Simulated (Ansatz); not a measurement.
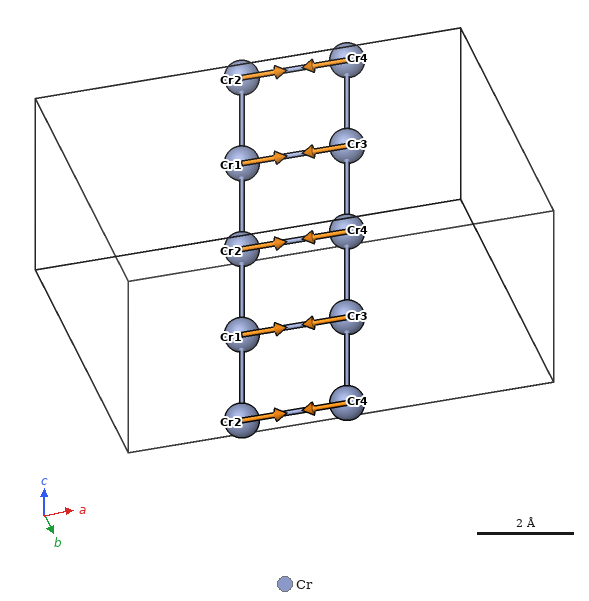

A relaxation of a wire of composition Cr. The starting structure is drawn; orange arrows show the displacements (the part carried along by the change of the cell is left out), magnified 3 times.

The picture is a ball-and-stick view of the cell of the calculation, with the vacuum cut short, seen from a free direction.

Case: ladder chain of atoms.

Theory: DFT PBEsol, scalar-relativistic, plane waves, PAW (Ansatz).

The input:
```yaml
crystal:
  lattice:
    - [11.3, 0.0, 0.0]
    - [0.0, 9.3, 0.0]
    - [0.0, 0.0, 4.3868569909]
  atoms:
    - { symbol: Cr, position: [0.3980929239, 0.5, 0.0], spin: 1.5 }
    - { symbol: Cr, position: [0.3980929239, 0.5, 0.5], spin: 1.5 }
    - { symbol: Cr, position: [0.6019070761, 0.5, 0.0], spin: 1.5 }
    - { symbol: Cr, position: [0.6019070761, 0.5, 0.5], spin: 1.5 }
basis:
  ecutwfc: 420
kpoints:
  mp_grid: { grid: [1, 1, 15] }
hamiltonian:
  xc: pbesol
scf:
  occupations: { method: gaussian, width: 0.05 }
output:
  forces: true
  stress: true
  eigenvalues: true
  populations: true
  write_density: true
  write_potential: true
  elf: true
  volumetric_format: npy
magnetization:
  spin_polarized: true
relax:
  adjacent_minimum: "off"
  f_tol: 0.01
  max_steps: 45
  cell: { fix: [a, b, alpha, beta, gamma], stress_tol: 0.03 }
```

Command:
```bash
ansatz run input.yaml --threads 2 --pin off --max-ram 5120MiB --backend cpu --events-out ev --progress --plain --runs-dir out
```

**What did the optimiser do to the structure, and how much energy did it gain?**

Over 15 accepted moves (17 points after the start) the energy falls by 2.452 eV per cell of the calculation. Largest force component: 0.71 eV/Å at the start, 0.0012 eV/Å at the end. At 2 points the geometry stayed and the basis and grid were re-selected for the new cell (energy shift of 0.128 eV per cell of the calculation at most each time). The largest moves relative to the layer's centre, 0.34 Å, are those of Cr1, Cr2, Cr3 and Cr4. Along the periodic axis the drawn cell goes c 4.387 → 5.386 Å (+22.8 %). Among the contacts that change: Cr1–Cr3 2.303 → 1.630 Å, Cr1–Cr2 2.193 → 2.693 Å. The program noted that the starting moments weren't kept. Cost: 6.6 min on 2 threads of Arm Neoverse V1, on a shared host, peak memory 0.9 GiB.

Limits of the set-up: the k-point mesh is coarse for a cell with partly filled bands.
